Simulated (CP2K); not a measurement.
# Energy of MgO along an even scaling of the cell

System: MgO (Fm-3m, 2 atoms in the cell).
Method: Kohn-Sham DFT of a periodic cell, PBEsol, GTH-PBE with UZH-TZVP basis, no spin polarisation (CP2K 2026.2).

The 6 runs differ only in the geometry, by an even scaling of the cell at fixed fractional positions. The structure derives from a Materials Project entry.

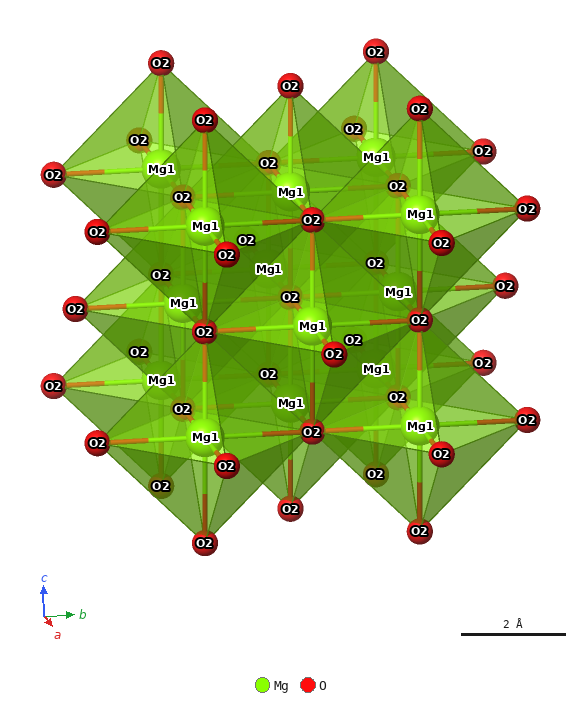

Figure 1. The structure of run 4 (polyhedral view of the cell 4 times as large as that of the calculation, set on its symmetry axes, seen slightly off an axis; polyhedra are completed across the faces of the cell; atoms are numbered from 1 in the order of the input).

### Input of run 4
```
&GLOBAL
  PROJECT mgo_eos
  RUN_TYPE ENERGY_FORCE
  PRINT_LEVEL LOW
&END GLOBAL
&FORCE_EVAL
  METHOD QS
  STRESS_TENSOR ANALYTICAL
  &DFT
    BASIS_SET_FILE_NAME BASIS_MOLOPT_UZH
    POTENTIAL_FILE_NAME POTENTIAL_UZH
    WFN_RESTART_FILE_NAME previous-RESTART.kp
    &MGRID
      CUTOFF 1400
      REL_CUTOFF 60
      NGRIDS 4
    &END MGRID
    &QS
      METHOD GPW
      EPS_DEFAULT 1.0E-9
    &END QS
    &KPOINTS
      SCHEME MONKHORST-PACK 11 11 11
      GAMMA_CENTERED T
      SYMMETRY T
      SYMMETRY_BACKEND SPGLIB
    &END KPOINTS
    &SCF
      SCF_GUESS RESTART
      EPS_SCF 1.0E-6
      MAX_SCF 100
      ADDED_MOS 10
      CHOLESKY OFF
      EPS_EIGVAL 1.0E-7
      &DIAGONALIZATION ON
        ALGORITHM STANDARD
      &END DIAGONALIZATION
      &MIXING ON
        METHOD BROYDEN_MIXING
        ALPHA 0.4
        BETA 1.5
        NBUFFER 8
      &END MIXING
      &SMEAR ON
        METHOD FERMI_DIRAC
        ELECTRONIC_TEMPERATURE 300.56
      &END SMEAR
    &END SCF
    &XC
      &XC_FUNCTIONAL
        &GGA_X_PBE_SOL
        &END GGA_X_PBE_SOL
        &GGA_C_PBE_SOL
        &END GGA_C_PBE_SOL
      &END XC_FUNCTIONAL
    &END XC
    &PRINT
      &KPOINTS ON
      &END KPOINTS
      &MULLIKEN ON
      &END MULLIKEN
      &MO ON
        ENERGIES T
        OCCUPATION_NUMBERS T
        &EACH
          QS_SCF 0
        &END EACH
        ADD_LAST NUMERIC
      &END MO
    &END PRINT
  &END DFT
  &SUBSYS
    &CELL
      A 2.9852481691 0.0000000000 0.0000000000
      B 1.4926240845 2.5853007510 0.0000000000
      C 1.4926240845 0.8617669170 2.4374449232
      PERIODIC XYZ
    &END CELL
    &COORD
      SCALED
      Mg  0.0000000000 0.0000000000 0.0000000000
      O   0.5000000000 0.5000000000 0.5000000000
    &END COORD
    &KIND Mg
      BASIS_SET TZVP-MOLOPT-PBE-GTH-q10
      POTENTIAL GTH-PBE-q10
    &END KIND
    &KIND O
      BASIS_SET TZVP-MOLOPT-PBE-GTH-q6
      POTENTIAL GTH-PBE-q6
    &END KIND
    &PRINT
      &ATOMIC_COORDINATES ON
      &END ATOMIC_COORDINATES
      &CELL ON
      &END CELL
    &END PRINT
  &END SUBSYS
  &PRINT
    &FORCES ON
    &END FORCES
    &STRESS_TENSOR ON
    &END STRESS_TENSOR
  &END PRINT
&END FORCE_EVAL
```

Command:
```bash
OMP_NUM_THREADS=2 cp2k.psmp -i mgo_eos.inp -o mgo_eos.out
```

Run 3 differs from it as follows:
```diff
-      A 2.9852481691 0.0000000000 0.0000000000
-      B 1.4926240845 2.5853007510 0.0000000000
-      C 1.4926240845 0.8617669170 2.4374449232
+      A 2.9457038021 0.0000000000 0.0000000000
+      B 1.4728519010 2.5510543246 0.0000000000
+      C 1.4728519010 0.8503514416 2.4051570828
```

### Results, with one run withheld

```tsv
run	volume per atom (Å³)	free energy per atom, from the lowest run given (meV)	pressure (GPa)	gap on the mesh (eV)
1	8.668	53.57	19.85	5.30
2	8.853	33.46	15.17	5.08
3	9.037	?	?	?
4	9.406	2.19	3.53	4.49
5	9.590	0.00	0.35	4.30
6	9.775	1.28	−2.53	4.13
```

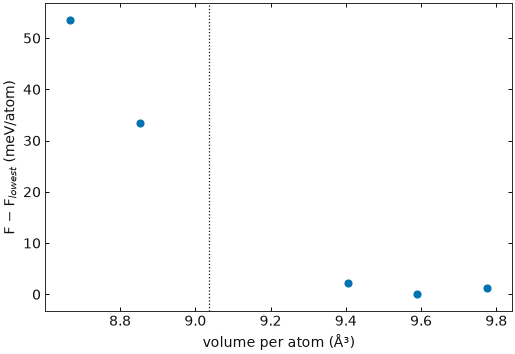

Figure 2. Free energy per atom of the runs given; the dotted line marks run 3.

Estimate the energy of run 3 from the others.

A cubic polynomial in V^(−2/3) (the Birch–Murnaghan form), fitted to the 5 runs given, misses them by at most 0.01 meV per atom. With x = V^(−2/3) − 0.22707 Å⁻², it reads F = 7.3911 + 2530.5 x + 2.1518e+05 x² − 64832 x³ (meV per atom). At run 3 it gives 18.56 meV per atom, and the run itself gives 18.51. The slope of the fit gives a pressure −dF/dV of 10.90 GPa there, and the run prints 10.91 GPa. The fit has its minimum at 9.612 Å³ per atom, where V d²F/dV² gives 157 GPa: the bulk modulus at this level, since symmetry fixes the shape and the positions. The gap on the mesh goes, without turning, from 5.30 eV in run 1 to 4.13 eV in run 6; run 3 has 4.87 eV. These are gaps of this functional on this mesh, which can miss the band edges; they aren't the measured gap.

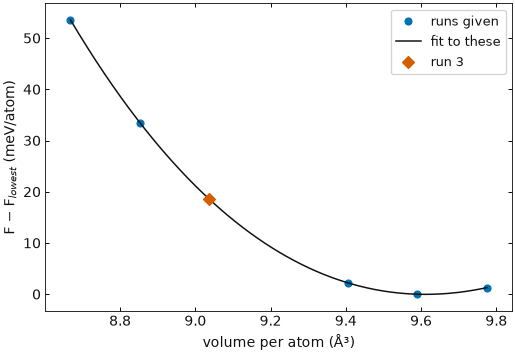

Figure 3. The fit and the withheld run.

### Some lines of the output (run 3)
```
[...]
 MO| Band gap:            0.319259 a.u.          8.687479 eV
 MO| Band gap:            0.338568 a.u.          9.212902 eV
 MO| Band gap:            0.383920 a.u.         10.447004 eV
 MO| Band gap:            0.420706 a.u.         11.447980 eV
 MO| Band gap:            0.427056 a.u.         11.620774 eV
 MO| Band gap:            0.425714 a.u.         11.584276 eV
 MO| Band gap:            0.435623 a.u.         11.853915 eV
 MO| Band gap:            0.454726 a.u.         12.373712 eV
 MO| Band gap:            0.446187 a.u.         12.141377 eV
 MO| Band gap:            0.389960 a.u.         10.611348 eV
 MO| Band gap:            0.339599 a.u.          9.240963 eV
 MO| Band gap:            0.331973 a.u.          9.033445 eV
 MO| Band gap:            0.360219 a.u.          9.802061 eV
 MO| Band gap:            0.397881 a.u.         10.826900 eV
```
